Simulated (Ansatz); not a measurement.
## CuO: single-point calculation (part 1 of 2)

CuO (Cccm, 4 atoms in the cell), computed with DFT r2SCAN, scalar-relativistic, plane waves, PAW, spin-polarised (Ansatz 0.2.0).

The structure derives from a Materials Project entry. Figures and captions count atoms from 1; the log counts them from 0 in places.

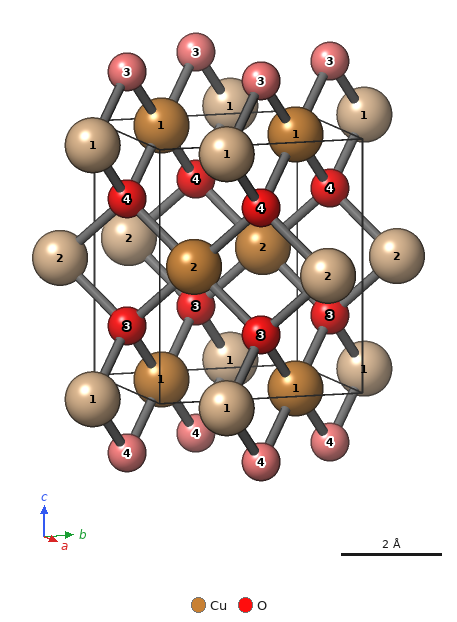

Fig. 1: The structure (ball-and-stick view of the cell 2 times as large as that of the calculation, set on its symmetry axes, seen slightly off an axis; neighbours outside the cell are drawn fainter; atoms are numbered from 1 in the order of the input). An atom can appear more than once, as a periodic image. Near neighbours in the periodic cell (some may lie outside the picture): Cu has 4 O at 1.95 Å; O has 4 Cu at 1.95 Å.

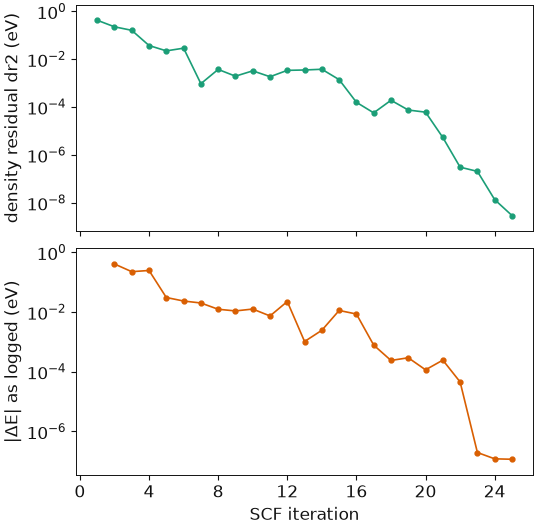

Fig. 2: Convergence of the self-consistent field: density residual dr2 and size of the energy change against the SCF iteration. The residual falls unevenly and jumps up by a factor of two or more 2 times on the way down.

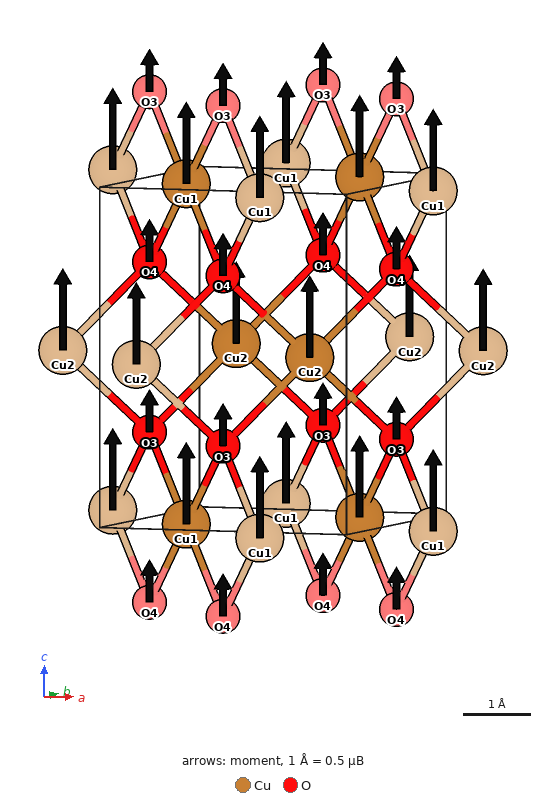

Fig. 3: Magnetic moments of the sites as black arrows (ball-and-stick view of the cell 2 times as large as that of the calculation, set on its symmetry axes, seen at an oblique angle; neighbours outside the cell are drawn fainter; atoms are numbered from 1 in the order of the input); small moments hardly show. The run is collinear, so the axis drawn is arbitrary. Site moments: Cu1, Cu2 (0.62 μB); O3, O4 (0.33 μB). They are counted near the atoms and needn't add up to the moment of the cell.

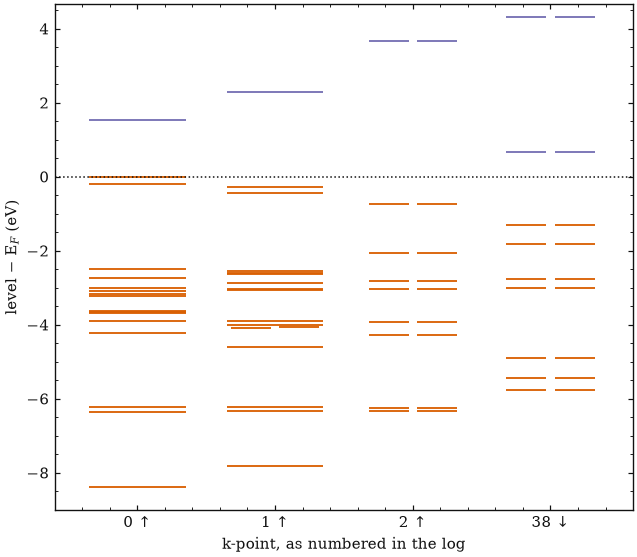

Fig. 4: Kohn–Sham levels near the Fermi level (dotted) at the few k-points that the log prints; levels within 0.02 eV of each other stand side by side. The system is metallic on the full mesh.

The input and output of the run follow.

### The input
```yaml
crystal:
  lattice:
    - [1.990968, -2.15355, 0.0]
    - [1.990968, 2.15355, 0.0]
    - [0.0, 0.0, 5.155928]
  atoms:
    - { symbol: Cu, position: [0.0, 0.5, 0.0], spin: 1.0 }
    - { symbol: Cu, position: [0.5, 0.0, 0.5], spin: 1.0 }
    - { symbol: O, position: [0.5, 0.5, 0.25] }
    - { symbol: O, position: [0.5, 0.5, 0.75] }
basis:
  ecutwfc: 500
kpoints:
  mp_grid: { grid: [6, 6, 4] }
hamiltonian:
  xc: r2scan
scf:
  occupations: { method: gaussian, width: 0.1 }
  lower_state_search: "off"
output:
  forces: true
  stress: true
  eigenvalues: true
  populations: true
magnetization:
  spin_polarized: true
```

Launched with:
```bash
ansatz run input.yaml --threads 1 --pin off --max-ram 2560MiB --backend cpu --events-out ev --progress --plain --runs-dir out
```

### Log
```
Engine: ansatz 0.2.0, x86_64-unknown-linux-gnu
Pseudopotentials: kind: paw
Pseudopotential: Cu, paw, valence charge 19, recommended cutoff 500 eV (meta_gga), Cu.paw.azcp
Pseudopotential: O, paw, valence charge 6, recommended cutoff 500 eV (meta_gga), O.paw.azcp
Functional definition: r2SCAN
  parameter k0 = 0.174
  parameter k1 = 0.065
  parameter a1 = 4.9479
  exchange = r2scan_x(k0 = k0, k1 = k1, a1 = a1)
  correlation = r2scan_c
Crystal: 4 atoms, lattice volume = 44.214 Å³
Basis set: ecut = 500 eV, 1151 PW (Γ), exchange–correlation on 96×96×160 points (64 copies of the dense FFT grid, shifted against one another)
Bands: 32, of which v1, the nominal top of the filled ones, is band 25 counted from 1 (24 counted from 0)
Symmetry: 8 space group operations
Space group: Cccm (ITA 66), of the structure as read, at distance tolerance 3.5e-5 Å
Magnetic group: BNS 66.491 (UNI 589), of the structure as read, at distance tolerance 3.5e-5 Å
k-points: 39 of 144
Non-local potential: Cu, projectors of the file, l = 0: 3, l = 1: 2, l = 2: 3, l = 3: 1
Non-local potential: O, projectors of the file, l = 0: 2, l = 1: 2, l = 2: 1
PAW form: soft (Blöchl's): semilocal exchange-correlation on the pseudo side does not see the compensation charge
PAW frozen core: Cu, regenerated for the run's functional (the file was generated under x = pbe(κ = 0.804, μ = 0.2195149727645171), c = pbe(β = 0.06672455060314922))
PAW frozen core: O, regenerated for the run's functional (the file was generated under x = pbe(κ = 0.804, μ = 0.2195149727645171), c = pbe(β = 0.06672455060314922))
PAW one-centre angular grid: Cu, 590 points (default); XC on 160 Gauss nodes
PAW one-centre angular grid: O, 302 points (default); XC on 160 Gauss nodes
Initial density: superposition of atomic densities (chi_scale 0.1, normalization cell, long waves kept (reshape's long-wave potential 0.00 eV rms))
Starting moments: Σ|m| = 2 μB on 2 of 4 sites
Initial wavefunctions: pseudopotential atomic-orbital guess
Functional: x = r2scan, c = r2scan; τ floored in thin density (d = 2e-4 eV/Å³)
iter 1 solved again at ethr=8.45e-4 eV; its pass at ethr=3.10e-3 eV (dr2=4.22e-1 eV) is discarded
```
